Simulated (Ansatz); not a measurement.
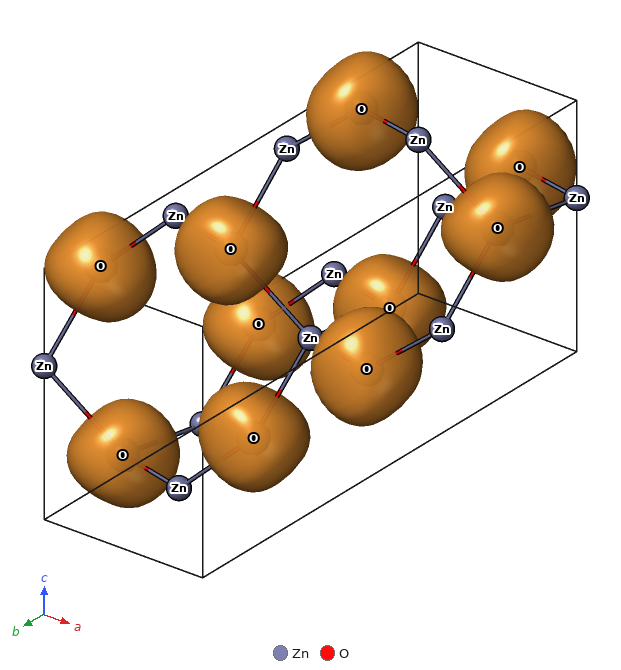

The picture shows: ZnO. Isosurface of the electron localisation function at 0.6 (orange), seen at an oblique angle. Core shells and regions of very low density are left out. Sticks mark near contacts.

Space group Pmmn; a structure generated by program, which may or may not match a known phase.

The calculation used DFT PBE, scalar-relativistic, plane waves, PAW (Ansatz).

Core electrons are frozen (PAW), and the valence fields are smoothed inside the atomic spheres.

Describe the localisation domains.

The ELF exceeds this value in six regions wrapped around O (the valence shell of each), counted in one cell of 12 atoms. Regions shared between cells count once.

Values along the shortest contacts:
Zn–O (1.97 Å): the ELF peaks at about 0.85 in the valence shell of O, 0.6 Å from its nucleus, and is about 0.25 at the midpoint: no localised pair shows between them. Zn–O (2.01 Å): the ELF peaks at about 0.85 in the valence shell of O, 0.6 Å from its nucleus, and is about 0.25 at the midpoint; no shared electron pair shows on this line.

Does the calculation give a band gap?

It is gapped, with a Kohn–Sham gap of 0.87 eV on the k-point mesh (the band edges may lie off the mesh, which would make the gap smaller).
